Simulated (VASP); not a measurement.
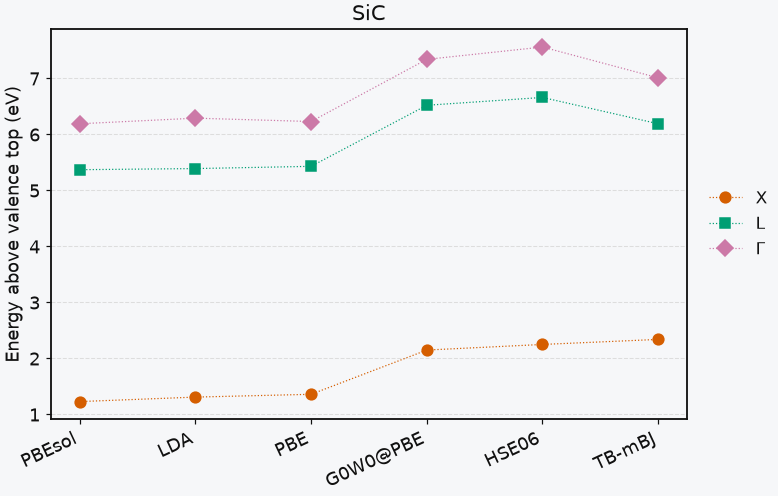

Lowest conduction level at each named k point, counted from the valence-band top at Γ, by several methods on one cell of zincblende SiC, space group F-43m (No. 216), 2 atoms in the primitive cell; cubic a = 4.358 Å. All runs are without spin-orbit coupling and carry no moments.

### Does G0W0@PBE shift these levels rigidly from PBE?

The shifts are +0.79 eV at X, +1.09 eV at L and +1.11 eV at Γ: a spread of 0.32 eV on a mean of 1.00 eV, so one shift describes them only roughly.

### How do the methods rank at X?

From low to high: PBEsol 1.23, LDA 1.31, PBE 1.36, G0W0@PBE 2.15, HSE06 2.25, TB-mBJ 2.34 eV. Too close to rank are LDA against PBE (different potentials), G0W0@PBE against HSE06 (different potentials, meshes and cutoffs) and HSE06 against TB-mBJ.

### Do the methods agree on which of these conduction levels is lowest?

Yes: all put it at X.

| method | program | X (eV) | L (eV) | Γ (eV) |
| --- | --- | --- | --- | --- |
| PBEsol | VASP | 1.23 | 5.37 | 6.19 |
| LDA | VASP | 1.31 | 5.39 | 6.29 |
| PBE | VASP | 1.36 | 5.43 | 6.23 |
| G0W0@PBE | VASP | 2.15 | 6.52 | 7.34 |
| HSE06 | VASP | 2.25 | 6.66 | 7.56 |
| TB-mBJ | VASP | 2.34 | 6.19 | 7.01 |

Settings. PBEsol: VASP PAW PBE potentials, release 64 (Si, C), 10×10×10 k mesh, 600 eV cutoff, Gaussian smearing of 0.03 eV (VASP 6.6.1). LDA: VASP PAW LDA potentials, release 64 (Si, C), 10×10×10 k mesh, 520 eV cutoff, Gaussian smearing of 0.03 eV (VASP 6.6.1). PBE: VASP PAW PBE potentials, release 64 (Si, C), 10×10×10 k mesh, 520 eV cutoff, Gaussian smearing of 0.03 eV (VASP 6.6.1). G0W0@PBE: PBE, VASP PAW PBE potentials, release 64 (Si_GW, C_GW), 6×6×6 k mesh, 500 eV cutoff, Gaussian smearing of 0.01 eV (VASP), G0W0 with GW iterations 1, cutoff of the response function 150 eV, frequency points 48 and empty bands 77. HSE06: VASP PAW PBE potentials, release 64 (Si, C), 10×10×10 k mesh, 520 eV cutoff, Gaussian smearing of 0.03 eV (VASP). TB-mBJ: VASP PAW PBE potentials, release 64 (Si, C), 10×10×10 k mesh, 520 eV cutoff, Gaussian smearing of 0.03 eV (VASP 6.6.1).

These are six of the 20 methods that were run on this cell. PBEsol, HSE06 and TB-mBJ: the PAW data sets were made with another functional. LDA, GGA and most meta-GGA functionals understate gaps. G0W0@PBE: bands, screening cutoff and mesh are small and nothing is extrapolated, so the quasiparticle values aren't converged. TB-mBJ: this is a model potential built to give gaps, with no total energy. The GW values are at finite bands, cutoffs and mesh, short of the basis limit.
